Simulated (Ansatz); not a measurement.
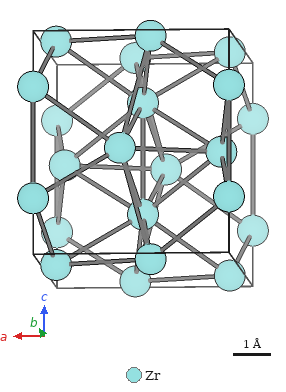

A crystal of Zr (set up in Ibam), before the relaxation. Style: ball-and-stick. Shown: the conventional cell (2 times the calculation's cell), from a free direction. Lengths and directions refer to the drawn axes.

These are results of DFT PBE+D3(BJ), scalar-relativistic, plane waves, PAW in Ansatz 0.2.0, not measurements.

The input:
```yaml
crystal:
  lattice:
    - [-2.7155207899, 4.16805617, 3.106983508]
    - [2.7155207899, -4.16805617, 3.106983508]
    - [2.7155207899, 4.16805617, -3.106983508]
  atoms:
    - { symbol: Zr, position: [0.25, 0.25, 0.0] }
    - { symbol: Zr, position: [0.75, 0.75, 0.0] }
    - { symbol: Zr, position: [0.32271864, 0.07833191, 0.40105055] }
    - { symbol: Zr, position: [0.82271864, 0.42166809, 0.24438673] }
    - { symbol: Zr, position: [0.67728136, 0.92166809, 0.59894945] }
    - { symbol: Zr, position: [0.17728136, 0.57833191, 0.75561327] }
basis:
  ecutwfc: 420
kpoints:
  mp_grid: { grid: [10, 10, 10] }
hamiltonian:
  xc: pbe
  dispersion: d3bj
scf:
  occupations: { method: gaussian, width: 0.1 }
output:
  forces: true
  stress: true
  eigenvalues: true
relax:
  adjacent_minimum: "off"
  f_tol: 0.005
  max_steps: 80
  cell: { stress_tol: 0.05 }
```

Q: Where does the relaxation end?

A: After 9 accepted moves (11 points after the start) the energy has fallen by 36.1 meV per atom. The largest force component goes from 0.027 to 0.00038 eV/Å. Pressure: −3.79 GPa at the start and 0.00 GPa at the end. The line search rejected the trial step at point 1 of the run. The SCF was repeated once at an unchanged geometry on a basis and grid sized afresh for the cell, which shifted the energy by 0.1 meV per atom at most. The largest moves relative to the cell, 0.40 Å, are those of Zr3, Zr4, Zr5 and Zr6. Zr4 goes roughly along +a. The volume changes by −5.4 %, with a 5.431 → 4.973 Å (−8.4 %), b 8.336 → 8.614 Å (+3.3 %), c 6.214 → 6.215 Å (0.0 %). Some distances before and after: Zr1–Zr3 3.803 → 3.264 Å, Zr3–Zr5 3.076 → 2.871 Å, Zr1–Zr3 (another image) 3.136 → 3.265 Å, Zr3–Zr4 3.221 → 3.108 Å. The space group (tolerance 0.01 Å) goes from Ibam (No. 72) to P6/mmm (No. 191). The run took roughly 14 core-minutes on a shared host.

The end point in the same view:

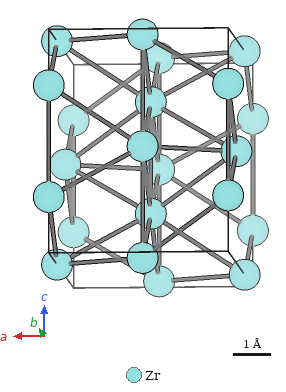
